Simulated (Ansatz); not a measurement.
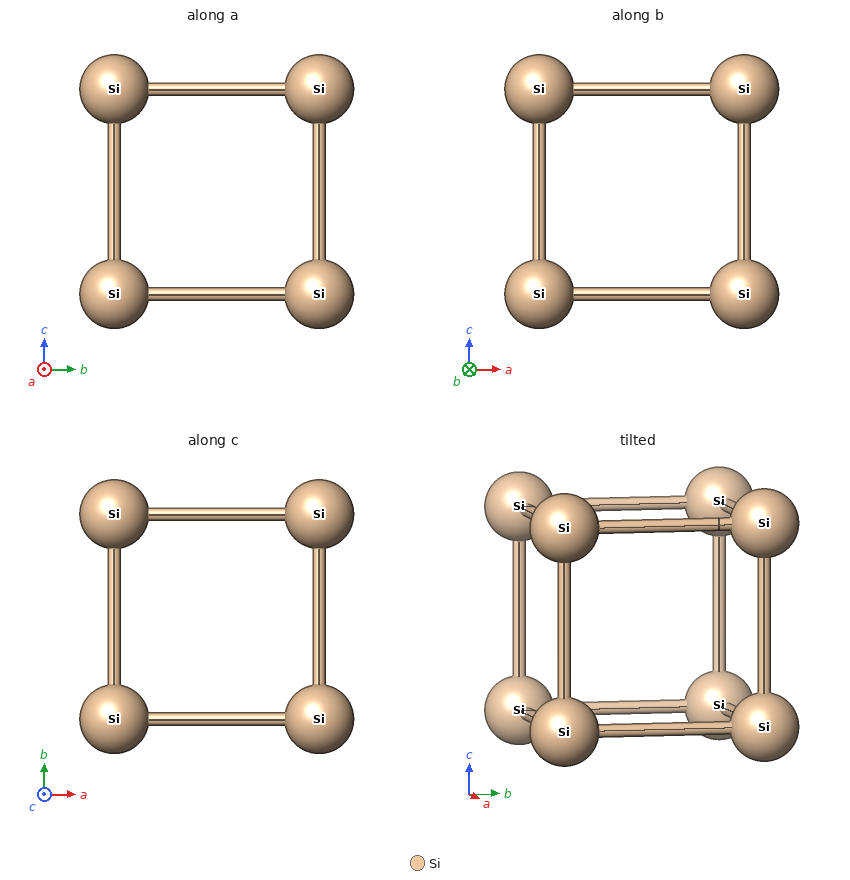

A ball-and-stick rendering, viewed along the a axis, along the b axis, along the c axis and slightly off an axis. The conventional unit cell is outlined; an atom on or near a face, edge or corner is repeated at each equivalent position.

Lattice parameters: a = 2.5259 Å, b = 2.5259 Å, c = 2.5259 Å, α = 90.000°, β = 90.000°, γ = 90.000°.

**From the views, write a CIF in P1 with every atom of the cell.**

```cif
data_structure
_symmetry_space_group_name_H-M 'P 1'
_symmetry_Int_Tables_number 1
_cell_length_a 2.5259
_cell_length_b 2.5259
_cell_length_c 2.5259
_cell_angle_alpha 90.000
_cell_angle_beta 90.000
_cell_angle_gamma 90.000
_cell_volume 16.12
loop_
_atom_site_label
_atom_site_type_symbol
_atom_site_fract_x
_atom_site_fract_y
_atom_site_fract_z
_atom_site_occupancy
Si1 Si 0.0000 0.0000 0.0000 1
```

Its origin is a textbook structure type filled with this element (whether it is the usual form wasn't checked). The structure drawn was relaxed with DFT r2SCAN, scalar-relativistic, plane waves, PAW in Ansatz.
